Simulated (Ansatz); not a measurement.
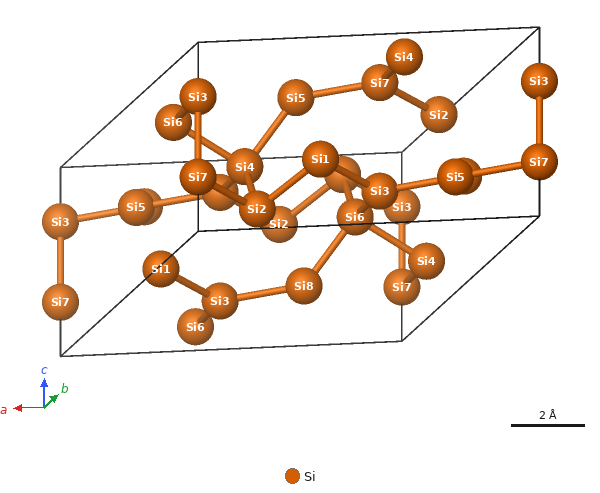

*The starting structure (ball-and-stick view of the cell 3 times as large as that of the calculation, set on its symmetry axes, seen at an oblique angle; atoms are numbered from 1 in the order of the input). An atom can appear more than once, as a periodic image.*

Near neighbours in the periodic cell (some may lie outside the picture): Si has 4 Si at 2.34 to 2.41 Å.

**Geometry relaxation, with input and output: Si (part 1 of 2)**

Si (R-3, 8 atoms in the cell), computed with DFT r2SCAN, scalar-relativistic, plane waves, PAW, no spin polarisation (Ansatz 0.2.0).

The structure derives from a Materials Project entry. Figures and captions count atoms from 1; the log counts them from 0 in places.

**The input**
```yaml
crystal:
  lattice:
    - [4.7132352766, 2.7211876557, 1.8839989006]
    - [-4.7132352766, 2.7211876557, 1.8839989006]
    - [0.0, -5.4423753114, 1.8839989006]
  atoms:
    - { symbol: Si, position: [0.01710242, 0.71491061, 0.5187605] }
    - { symbol: Si, position: [0.98289758, 0.28508939, 0.4812395] }
    - { symbol: Si, position: [0.71284515, 0.71284515, 0.71284515] }
    - { symbol: Si, position: [0.28508939, 0.4812395, 0.98289758] }
    - { symbol: Si, position: [0.4812395, 0.98289758, 0.28508939] }
    - { symbol: Si, position: [0.71491061, 0.5187605, 0.01710242] }
    - { symbol: Si, position: [0.28715485, 0.28715485, 0.28715485] }
    - { symbol: Si, position: [0.5187605, 0.01710242, 0.71491061] }
basis:
  ecutwfc: 500
kpoints:
  mp_grid: { grid: [12, 12, 12] }
hamiltonian:
  xc: r2scan
scf:
  occupations: { method: gaussian, width: 0.1 }
output:
  forces: true
  stress: true
  eigenvalues: true
  write_density: true
  write_potential: true
  elf: true
  volumetric_format: npy
relax:
  adjacent_minimum: "off"
  f_tol: 0.005
  max_steps: 80
  cell: { stress_tol: 0.05 }
```

Machine: 2 threads of Arm Neoverse V1, 24 GiB of memory available, shared host.

Launched with:
```bash
ansatz run input.yaml --threads 2 --pin off --max-ram 5120MiB --backend cpu --events-out ev --progress --plain --runs-dir out
```

**The program's output**
```
Engine: ansatz 0.2.0, aarch64-unknown-linux-gnu
Pseudopotentials: kind: paw
Pseudopotential: Si, paw, valence charge 4, recommended cutoff 500 eV (meta_gga), Si.paw.azcp
Functional definition: r2SCAN
  parameter k0 = 0.174
  parameter k1 = 0.065
  parameter a1 = 4.9479
  exchange = r2scan_x(k0 = k0, k1 = k1, a1 = a1)
  correlation = r2scan_c
Crystal: 8 atoms, lattice volume = 144.980 Å³
Basis set: ecut = 500 eV, 3661 PW (Γ), exchange–correlation on 180×180×180 points (64 copies of the dense FFT grid, shifted against one another)
Bands: 24, of which v1, the nominal top of the filled ones, is band 16 counted from 1 (15 counted from 0)
Symmetry: 6 space group operations
Space group: R-3 (ITA 148), of the structure as read, at distance tolerance 5.3e-5 Å
k-points: 294 of 1728
Non-local potential: Si, projectors of the file, l = 0: 2, l = 1: 2, l = 2: 2
PAW form: soft (Blöchl's): semilocal exchange-correlation on the pseudo side does not see the compensation charge
PAW frozen core: Si, regenerated for the run's functional (the file was generated under x = pbe(κ = 0.804, μ = 0.2195149727645171), c = pbe(β = 0.06672455060314922))
PAW one-centre angular grid: Si, 302 points (default); XC on 160 Gauss nodes
Initial density: superposition of atomic densities (neutral atoms: chi_scale 0, normalization atom), corrected by the library's trained network
Initial wavefunctions: pseudopotential atomic-orbital guess
Functional: x = r2scan, c = r2scan; τ floored in thin density (d = 2e-4 eV/Å³)
SCF iter   1: F=—  HF=-5110.874844 eV  |F-HF|=—  |Δ(HF+E_count)|=         —  Δρ=5.19e-3  dr2=3.33e-2  dr2_τ=4.84e-2  ethr=1.77e-3  ⟨swp⟩=6.9  Hψ=41901  notcnv=0
preconditioner: auto → Kerker (q_TF=auto, 2.121 Å⁻¹)  [metal: Δε(μ)=0.020 eV  Ē_g=8.308 eV  σ=0.100 eV  W_gap=0.11  n_scr=18 (ndim 8)  ℏωp=17.4 eV  f_vac=0.000  D(μ)=0.11/eV (n_scr^D=0)]
SCF iter   2: F=—  HF=-5110.965158 eV  |F-HF|=—  |Δ(HF+E_count)|=   9.03e-2  Δρ=3.54e-3  dr2=1.54e-2  dr2_τ=4.60e-5  ethr=1.04e-4  ⟨swp⟩=2.0  Hψ=15757  notcnv=0  defer=707
SCF iter   3: F=—  HF=-5110.964908 eV  |F-HF|=—  |Δ(HF+E_count)|=   2.50e-4  Δρ=5.55e-4  dr2=3.34e-4  dr2_τ=1.06e-5  ethr=4.82e-5  ⟨swp⟩=2.2  Hψ=10799  notcnv=0  defer=707
SCF iter   4: F=—  HF=-5110.965196 eV  |F-HF|=—  |Δ(HF+E_count)|=   2.88e-4  Δρ=1.97e-4  dr2=4.62e-5  dr2_τ=3.00e-7  ethr=1.04e-6  ⟨swp⟩=2.8  Hψ=11932  notcnv=0  defer=707
SCF iter   5: F=—  HF=-5110.965277 eV  |F-HF|=—  |Δ(HF+E_count)|=   8.07e-5  Δρ=3.18e-5  dr2=1.89e-6  dr2_τ=1.35e-8  ethr=1.44e-7  ⟨swp⟩=2.0  Hψ=11031  notcnv=0  defer=707
SCF iter   6: F=-5110.965278 eV  HF=-5110.965278 eV  |F-HF|=4.20e-8  |Δ(HF+E_count)|=   1.44e-6  Δρ=5.80e-6  dr2=6.94e-8  dr2_τ=7.80e-10  ethr=3.13e-10  ⟨swp⟩=12.2  Hψ=56724  notcnv=0
SCF 1 converged in 6 iterations: F = -5110.965278 eV  dr2 = 6.94e-8
  greatest PAW one-centre occupation: 0.650 electrons in one spin orbital (limit 2), on the Si atom at site 6 (counted from 0), in its partial waves of l = 0
relax step   1: F+E_penalty+E_count = -5110.96527835 eV  Δ(F+E_penalty+E_count) = +0.000e0 eV  max|allowed force component| = 1.045e-2 eV/Å  Δτ_max = 0.0000 Å  P = +0.257 GPa  Ω = 144.980 Å³  (6 SCF iters, dr2 threshold 1.00e-7 eV, accepted)
Crystal: 8 atoms, lattice volume = 145.462 Å³
Basis set: ecut = 500 eV, 3673 PW (Γ), exchange–correlation on 180×180×180 points (64 copies of the dense FFT grid, shifted against one another)
Initial density: handed on by an earlier stage of this run
Initial wavefunctions: those handed on with the density
iter 1 solved again at ethr=7.87e-7 eV; its pass at ethr=3.10e-3 eV (dr2=2.52e-4 eV) is discarded
SCF iter   1: F=—  HF=-5110.965501 eV  |F-HF|=—  |Δ(HF+E_count)|=         —  Δρ=4.87e-4  dr2=2.63e-4  dr2_τ=2.38e-5  ethr=7.87e-7  ⟨swp⟩=2.7  Hψ=42100  notcnv=0
preconditioner: auto → Kerker (q_TF=auto, 2.120 Å⁻¹)  [metal: Δε(μ)=0.014 eV  Ē_g=8.282 eV  σ=0.100 eV  W_gap=0.08  n_scr=18 (ndim 8)  ℏωp=17.4 eV  f_vac=0.000  D(μ)=0.11/eV (n_scr^D=0)]
SCF iter   2: F=—  HF=-5110.965833 eV  |F-HF|=—  |Δ(HF+E_count)|=   3.32e-4  Δρ=3.17e-4  dr2=1.11e-4  dr2_τ=2.56e-7  ethr=7.87e-7  ⟨swp⟩=2.8  Hψ=12137  notcnv=0
SCF iter   3: F=—  HF=-5110.965845 eV  |F-HF|=—  |Δ(HF+E_count)|=   1.26e-5  Δρ=2.34e-5  dr2=6.14e-7  dr2_τ=4.29e-8  ethr=3.48e-7  ⟨swp⟩=2.0  Hψ=11222  notcnv=0
SCF iter   4: F=-5110.965846 eV  HF=-5110.965846 eV  |F-HF|=1.25e-7  |Δ(HF+E_count)|=   8.77e-7  Δρ=1.21e-5  dr2=2.25e-7  dr2_τ=1.36e-9  ethr=1.20e-9  ⟨swp⟩=10.8  Hψ=53853  notcnv=0
SCF 2 converged in 4 iterations: F = -5110.965846 eV  dr2 = 2.25e-7
relax step   2: F+E_penalty+E_count = -5110.96584640 eV  Δ(F+E_penalty+E_count) = -5.680e-4 eV  max|allowed force component| = 3.156e-3 eV/Å  Δτ_max = 0.0057 Å  P = +0.012 GPa  Ω = 145.462 Å³  energy of the carried Pulay correction = -2.407e-5 eV  (4 SCF iters, dr2 threshold 3.84e-7 eV, accepted)
Crystal: 8 atoms, lattice volume = 145.485 Å³
iter 1 solved again at ethr=2.19e-8 eV; its pass at ethr=3.10e-3 eV (dr2=7.02e-6 eV) is discarded
SCF iter   1: F=—  HF=-5110.965878 eV  |F-HF|=—  |Δ(HF+E_count)|=         —  Δρ=7.22e-5  dr2=7.96e-6  dr2_τ=3.02e-7  ethr=2.19e-8  ⟨swp⟩=2.4  Hψ=41077  notcnv=0
preconditioner: auto → Kerker (q_TF=auto, 2.120 Å⁻¹)  [metal: Δε(μ)=0.012 eV  Ē_g=8.281 eV  σ=0.100 eV  W_gap=0.07  n_scr=18 (ndim 8)  ℏωp=17.4 eV  f_vac=0.000  D(μ)=0.11/eV (n_scr^D=0)]
SCF iter   2: F=—  HF=-5110.965883 eV  |F-HF|=—  |Δ(HF+E_count)|=   4.34e-6  Δρ=4.54e-5  dr2=3.13e-6  dr2_τ=4.21e-9  ethr=2.19e-8  ⟨swp⟩=2.5  Hψ=11721  notcnv=0
SCF iter   3: F=—  HF=-5110.965883 eV  |F-HF|=—  |Δ(HF+E_count)|=   4.02e-8  Δρ=4.65e-6  dr2=2.71e-8  dr2_τ=7.92e-10  ethr=9.78e-9  ⟨swp⟩=3.0  Hψ=12708  notcnv=0
SCF iter   4: F=-5110.965883 eV  HF=-5110.965883 eV  |F-HF|=5.06e-9  |Δ(HF+E_count)|=   3.00e-8  Δρ=2.28e-6  dr2=7.08e-9  dr2_τ=4.03e-11  ethr=3.68e-11  ⟨swp⟩=8.0  Hψ=39997  notcnv=0
SCF 3 converged in 4 iterations: F = -5110.965883 eV  dr2 = 7.08e-9
relax step   3: F+E_penalty+E_count = -5110.96588277 eV  Δ(F+E_penalty+E_count) = -3.637e-5 eV  max|allowed force component| = 3.490e-3 eV/Å  Δτ_max = 0.0007 Å  P = -0.004 GPa  Ω = 145.485 Å³  energy of the carried Pulay correction = -2.524e-5 eV  (4 SCF iters, dr2 threshold 1.18e-8 eV, accepted)
Initial wavefunctions: pseudopotential atomic-orbital guess (no wavefunctions were taken with the density)
iter 1 solved again at ethr=1.39e-7 eV; its pass at ethr=3.10e-3 eV (dr2=4.44e-5 eV) is discarded
SCF iter   1: F=—  HF=-5110.965883 eV  |F-HF|=—  |Δ(HF+E_count)|=         —  Δρ=2.85e-6  dr2=7.22e-9  dr2_τ=6.18e-10  ethr=1.39e-7  ⟨swp⟩=3.0  Hψ=60992  notcnv=0
eigensolver tolerance schedule: the retry pair's looser diagonalisation over-reported the residual by 6149.01 of it (diagonalisation noise at 0.38 of the residual, at the tolerance the schedule requests for it); recorded, not acted on — ethr = c·dr2/N_el stays at c = 1.0e-1
SCF iter   2: F=—  HF=-5110.965908 eV  |F-HF|=—  |Δ(HF+E_count)|=   2.54e-5  Δρ=1.78e-6  dr2=3.48e-9  dr2_τ=7.24e-11  ethr=2.26e-11  ⟨swp⟩=3.0  Hψ=14381  notcnv=0
SCF iter   3: F=-5110.965908 eV  HF=-5110.965908 eV  |F-HF|=2.89e-10  |Δ(HF+E_count)|=   7.13e-9  Δρ=3.04e-7  dr2=7.80e-11  dr2_τ=7.57e-12  ethr=1.00e-12  ⟨swp⟩=6.6  Hψ=43996  notcnv=0
SCF 4 converged in 3 iterations: F = -5110.965908 eV  dr2 = 7.80e-11
relax step   4: F+E_penalty+E_count = -5110.96590803 eV  Δ(F+E_penalty+E_count) = -2.526e-5 eV  max|allowed force component| = 3.513e-3 eV/Å  Δτ_max = 0.0000 Å  P = -0.005 GPa  Ω = 145.485 Å³  stress off target by 9.72e-3 GPa  SCF on the basis re-selected at this cell (its energy is not comparable with the rows above)  (3 SCF iters)
```

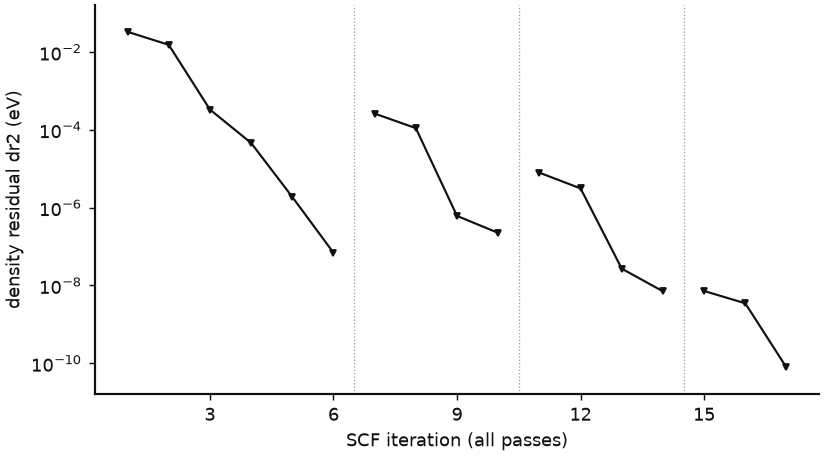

*Convergence of the self-consistent field: density residual dr2 against the SCF iteration. The dotted lines part the SCF passes of the relaxation: geometry steps, rejected trials and re-solves on a re-selected basis.*

The passes take 6, 4, 4 and 3 iterations.

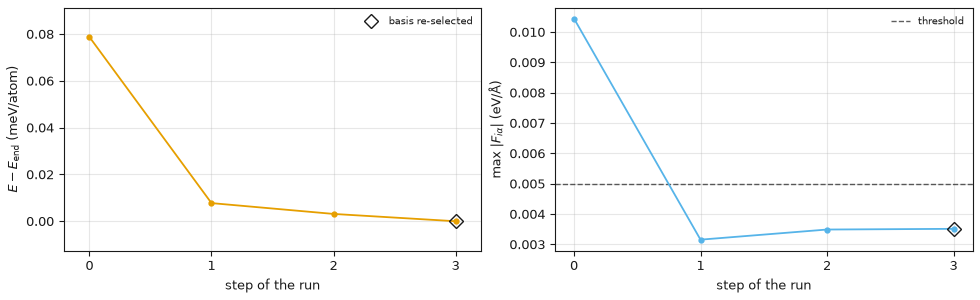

*Progress of the relaxation, step by step (the first geometry is step 0 here and step 1 in the log).*

After 2 geometry steps the energy has fallen by 0.1 meV per atom. The largest force component goes from 0.01 to 0.0035 eV/Å. Pressure: 0.26 GPa at the start and 0.00 GPa at the end. The largest moves relative to the cell, 0.006 Å, are those of Si1, Si2, Si4, Si5, Si6 and Si8. Cell: a = b 9.426 → 9.431 Å (0.0 %), c 5.652 → 5.666 Å (+0.3 %). Volume +0.3 %. The space group stays R-3 (No. 148). A last SCF at the same geometry on a re-selected plane-wave basis shifts the energy by next to nothing (0.0 meV per atom). (Atoms are counted from 1 in the order of the input.)

```
basis re-selected at this cell: Δ(F+E_penalty+E_count) = -2.526e-5 eV, ΔP = -0.000 GPa vs the last step (what re-selecting the basis moved, of the pressure what is left beyond the Pulay correction that the steps carried, after the strain that the cell walked since its last selection, with what the two solves' SCF thresholds leave and, on support functions, any second-order correction that the steps lacked; it is no measure of the basis error at this ecutwfc). This SCF's stress stands 9.72e-3 GPa from its target on what of the cell is left free (relax.cell.stress_tol is 5.00e-2 GPa) and its largest allowed force component is 3.51e-3 eV/Å (relax.f_tol is 5.00e-3 eV/Å): within both
SCF converged after 3 iterations
Free energy (F): -5110.965908 eV
Harris-Foulkes:  -5110.965908 eV  (|F-HF|=2.89e-10)
Internal energy: -5110.965376 eV  (E = F + TS)
E sigma→0 (E₀):  -5110.965642 eV
Entropy (-TS):   -0.000532 eV (-0.066 meV/atom)
Fermi energy:    7.602700 eV
```
